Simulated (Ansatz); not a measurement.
BN: single-point calculation

BN (F-43m, 2 atoms in the cell), computed with DFT, PBE, plane waves, PAW, no spin polarisation (Ansatz 0.2.0).

The structure derives from an entry of the Crystallography Open Database. Some settings of this run were made unusual or wrong on purpose. Figures and captions count atoms from 1; the log counts them from 0 in places.

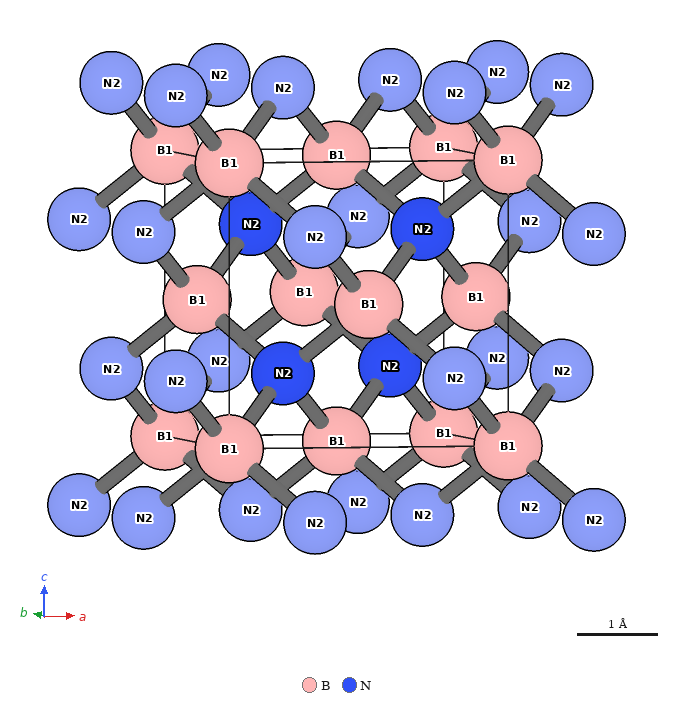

The structure as given in the input (ball-and-stick view of the cell 4 times as large as that of the calculation, set on its symmetry axes, seen at an oblique angle; neighbours outside the cell are drawn fainter; atoms are numbered from 1 in the order of the input). An atom can appear more than once, as a periodic image.

## What the run reported

```tsv
quantity	value
outcome	converged
space group (tolerance 0.01 Å)	F-43m (216)
electrons treated	8
free energy	−542.2750 eV
Fermi energy	11.180 eV
pressure	3.03 GPa
largest force (length of the vector)	under 0.001 eV/Å
hardware	4 threads of Arm Neoverse V1, 24 GiB of memory available, shared host
peak memory	0.24 GiB
```

## Notes

A setting was made wrong on purpose: fixed occupations whatever the gap (`scf.occupations`). It did no harm here: the run converged to the energy of the sound run within 1 meV per atom.

## Input
```yaml
crystal:
  lattice:
    - [0.0, 1.8074995743, 1.8074995743]
    - [1.8074995743, 0.0, 1.8074995743]
    - [1.8074995743, 1.8074995743, 0.0]
  atoms:
    - { symbol: B, position: [0.0, 0.0, 0.0] }
    - { symbol: "N", position: [0.75, 0.75, 0.75] }
basis:
  ecutwfc: 420
  ecutrho_ratio: 4
kpoints:
  mp_grid: { grid: [12, 12, 12] }
hamiltonian:
  xc: pbe
scf:
  occupations: { method: fixed }
  max_iter: 50
output:
  forces: true
  stress: true
```

Command:
```bash
ansatz run input.yaml --threads 4 --pin off --max-ram 8192MiB --backend cpu --events-out ev --progress --plain --runs-dir out
```

## What the program printed
```
Engine: ansatz 0.2.0, aarch64-unknown-linux-gnu
Pseudopotentials: kind: paw
Pseudopotential: B, paw, valence charge 3, recommended cutoff 420 eV (normal), B.paw.azcp
Pseudopotential: N, paw, valence charge 5, recommended cutoff 420 eV (normal), N.paw.azcp
Functional definition: PBE
  parameter kappa = 0.804
  parameter beta = 0.06672455060314922
  exchange = pbe_x(kappa = kappa, mu = beta*pi^2/3)
  correlation = pbe_c(beta = beta)
Crystal: 2 atoms, lattice volume = 11.810 Å³
Basis set: ecut = 420 eV, 259 PW (Γ), exchange–correlation on 36×36×36 points (8 copies of the dense FFT grid, shifted against one another)
Bands: 8, of which v1, the nominal top of the filled ones, is band 4 counted from 1 (3 counted from 0)
Symmetry: 24 space group operations
Space group: F-43m (ITA 216), of the structure as read, at distance tolerance 2.3e-5 Å
k-points: 72 of 1728 (time reversal used)
Non-local potential: B, projectors of the file, l = 0: 2, l = 1: 2, l = 2: 1
Non-local potential: N, projectors of the file, l = 0: 2, l = 1: 2, l = 2: 1
PAW form: soft (Blöchl's): semilocal exchange-correlation on the pseudo side does not see the compensation charge
PAW one-centre angular grid: B, 110 points (default); XC on 64 Gauss nodes
PAW one-centre angular grid: N, 110 points (default); XC on 64 Gauss nodes
Initial density: superposition of atomic densities (neutral atoms: chi_scale 0, normalization atom), corrected by the library's trained network
Initial wavefunctions: pseudopotential atomic-orbital guess
Functional: x = pbe(κ = 0.804, μ = 0.2195149727645171), c = pbe(β = 0.06672455060314922)
SCF iter   1: F=—  HF=-542.274798 eV  |F-HF|=—  |Δ(HF+E_count)|=         —  Δρ=1.55e-3  dr2=1.43e-4  ethr=1.77e-3  ⟨swp⟩=3.8  Hψ=3270  notcnv=0  defer=110
preconditioner: auto → none  [insulator: Δε(μ)=4.474 eV  Ē_g=20.012 eV  n_scr=0 (ndim 8)  ℏωp=30.6 eV  f_vac=0.000  ε∞_Penn≈3.3]
SCF iter   2: F=—  HF=-542.274920 eV  |F-HF|=—  |Δ(HF+E_count)|=   1.22e-4  Δρ=8.22e-4  dr2=2.22e-5  ethr=1.79e-6  ⟨swp⟩=2.1  Hψ=1570  notcnv=0  defer=131
SCF iter   3: F=—  HF=-542.274969 eV  |F-HF|=—  |Δ(HF+E_count)|=   4.87e-5  Δρ=3.59e-4  dr2=5.46e-6  ethr=2.78e-7  ⟨swp⟩=2.2  Hψ=836  notcnv=0  defer=60
iter 4 did not close the SCF: its close was put off for the readings that it lacked (scf_convergence_deferred on its scf_iter line)
SCF iter   4: F=-542.274983 eV  HF=-542.274983 eV  |F-HF|=1.72e-8  |Δ(HF+E_count)|=   1.43e-5  Δρ=2.20e-5  dr2=1.63e-8  ethr=6.83e-8  ⟨swp⟩=2.3  Hψ=833  notcnv=0  defer=91
iter 5 did not close the SCF: its close was put off for the readings that it lacked (scf_convergence_deferred on its scf_iter line)
SCF iter   5: F=-542.274983 eV  HF=-542.274983 eV  |F-HF|=3.55e-9  |Δ(HF+E_count)|=   1.91e-8  Δρ=6.93e-6  dr2=1.39e-9  ethr=2.03e-10  ⟨swp⟩=2.5  Hψ=800  notcnv=0  defer=91
SCF iter   6: F=-542.274983 eV  HF=-542.274983 eV  |F-HF|=5.34e-12  |Δ(HF+E_count)|=   3.97e-9  Δρ=6.41e-7  dr2=1.84e-11  ethr=1.74e-11  ⟨swp⟩=1.2  Hψ=1728  notcnv=0
SCF 1 converged in 6 iterations: F = -542.274983 eV  dr2 = 1.84e-11
  greatest PAW one-centre occupation: 0.787 electrons in one spin orbital (limit 2), on the N atom at site 1 (counted from 0), in its partial waves of l = 0
SCF converged after 6 iterations
Free energy (F): -542.274983 eV
Harris-Foulkes:  -542.274983 eV  (|F-HF|=5.34e-12)
Internal energy: -542.274983 eV  (E = F + TS)
E sigma→0 (E₀):  -542.274983 eV
Fermi energy:    11.179567 eV
--- Per-component energies (eV) ---
  E_band       = 26.443028
  E_kinetic    = 185.617335
  E_local      = -175.300680  (includes V_loc(G=0)·N_el)
  E_nonlocal   = 56.584375
  E_hartree    = 49.108401
  E_xc         = -93.447423
  E_vxc        = -116.231463  (∫ρ·V_xc dr)
  E_paw        = -206.452361  (= ΣΔE_a)
  E_vpaw       = -22.443453  (= ΣTr[D̂ρ^β])
  E_aug_tail   = 0.000103  (compensation charges beyond the density's cutoff)
  E_ewald      = -358.384734
  E_smearing   = -0.000000  (= −TS)
  E_closure    = 0.000000  (closes the sum)
  Σ components = -542.274983   (vs F -542.274983, Δ=0.00e0)
--- Forces (eV/Å), atoms counted from 1 ---
  atom   1  B     -0.00000000    -0.00000000     0.00000000
  atom   2  N      0.00000000     0.00000000     0.00000000
  max |Σ_I F_I| component: 5.37e-16 eV/Å
--- Stress (GPa, compression-positive) ---
        3.026033       0.000000       0.000000
        0.000000       3.026033       0.000000
       -0.000000       0.000000       3.026033
  P = ⅓ Tr σ = 3.0260 GPa (30.260 kbar)
```
